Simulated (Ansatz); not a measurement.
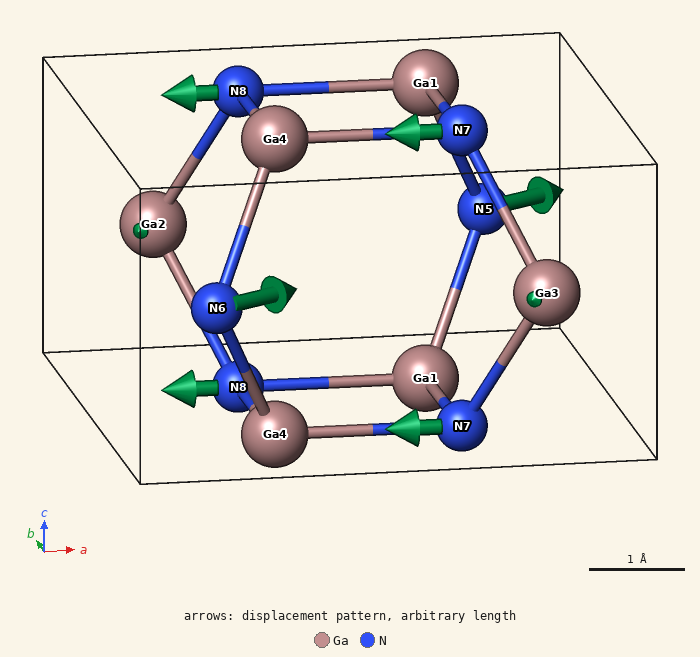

One vibrational mode of solid GaN (a generated structure) at the zone centre. The green arrows give the relative displacements of the atoms. A ball-and-stick model of the cell of the calculation, seen slightly off an axis.

The calculation used DFT PBE, scalar-relativistic, plane waves, PAW in Ansatz.

Input
```yaml
crystal:
  lattice:
    - [5.5350068622, 0.0, 0.0]
    - [0.0, 5.5350068622, 0.0]
    - [0.0, 0.0, 3.2140679139]
  atoms:
    - { symbol: Ga, position: [0.6794196202, 0.6794196202, 0.0] }
    - { symbol: Ga, position: [0.1794196202, 0.8205803798, 0.5] }
    - { symbol: Ga, position: [0.8205803798, 0.1794196202, 0.5] }
    - { symbol: Ga, position: [0.3205803798, 0.3205803798, 0.0] }
    - { symbol: "N", position: [0.817803611, 0.817803611, 0.5] }
    - { symbol: "N", position: [0.182196389, 0.182196389, 0.5] }
    - { symbol: "N", position: [0.682196389, 0.317803611, 0.0] }
    - { symbol: "N", position: [0.317803611, 0.682196389, 0.0] }
basis:
  ecutwfc: 420
kpoints:
  mp_grid: { grid: [6, 6, 8] }
hamiltonian:
  xc: pbe
scf:
  occupations: { method: fixed }
output:
  eigenvalues: true
phonons:
  method: dfpt
  dielectric: true
  rigid_motions: translations
  eigenvectors: true
  qmesh: [1, 1, 2]
  temperatures: { t_max: 1000, t_step: 100 }
  qpath:
    path:
      - [[0.0, 0.0, 0.0], [0.0, 0.5, 0.0], [0.5, 0.5, 0.0], [0.0, 0.0, 0.0], [0.0, 0.0, 0.5], [0.0, 0.5, 0.5], [0.5, 0.5, 0.5], [0.0, 0.0, 0.5]]
      - [[0.0, 0.5, 0.0], [0.0, 0.5, 0.5]]
      - [[0.5, 0.5, 0.0], [0.5, 0.5, 0.5]]
    npoints: 8
```

Command:
```bash
ansatz run input.yaml --threads 4 --pin off --max-ram 8192MiB --backend cpu --events-out ev --progress --plain --runs-dir out
```

Frequencies are those without the non-analytic (LO–TO) term.

> What mode is this, and where does it lie in the spectrum?

This is the E_u mode (doubly degenerate; one member of the set is drawn) at 604 cm⁻¹, optical level 13 of 16, counted from below, infrared-active by symmetry. It stretches the Ga–N bonds (2.00 Å); the kinetic energy is shared as N 97 %, Ga 3 %. Its infrared intensity is 26 (D/Å)²/amu for the set.
